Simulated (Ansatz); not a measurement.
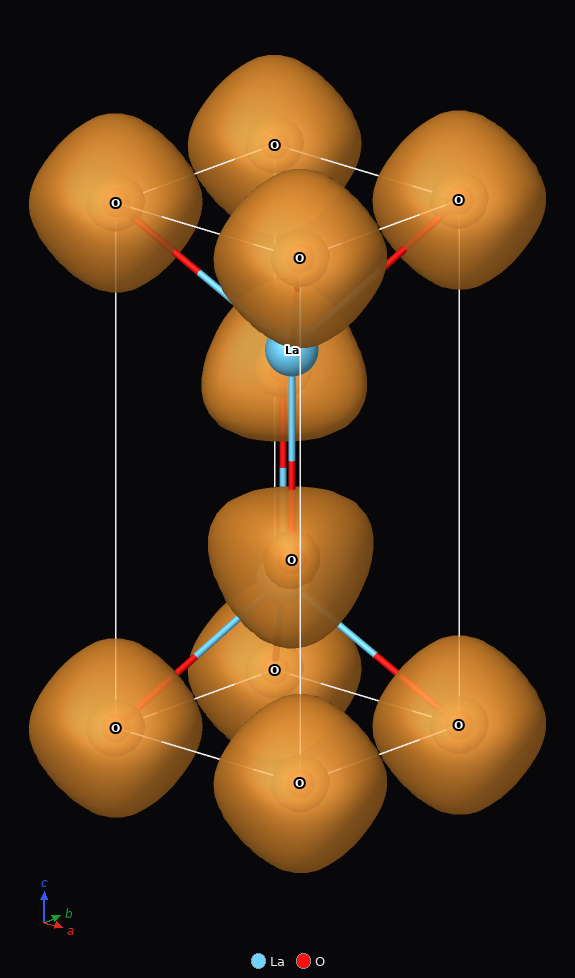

La$_{2}$O$_{3}$. Isosurface of the electron localisation function at 0.65 (orange), seen slightly off an axis. Only the valence region is drawn (cores and ρ < 0.01 e/Å³ removed). Sticks mark near contacts.

Space group P-3m1; a structure from a database of computed crystals, not necessarily the ambient phase.

Method: Kohn-Sham DFT of a periodic cell, PBE0, Ansatz PAW (Ansatz).

In a PAW calculation such maps are meaningful between the atoms, not at the nuclei.

### Where are the electrons localised?

At this value the surface marks out three regions wrapped around O (the valence shell of each), counted in one cell of 5 atoms. Regions shared between cells count once. Along the contacts the grid gives the following. La–O (2.36 Å): the ELF peaks at about 0.80 in the valence shell of O, 0.6 Å from its nucleus, and drops to about 0.20 between the two atoms (a largely ionic contact). La–O (2.44 Å): the ELF is about 0.25 at the midpoint: a largely ionic contact.

### Does the calculation make it a metal, or give it a gap?

It is gapped, with a Kohn–Sham gap of 6.0 eV on the k-point mesh (the band edges may lie off the mesh, which would make the gap smaller).
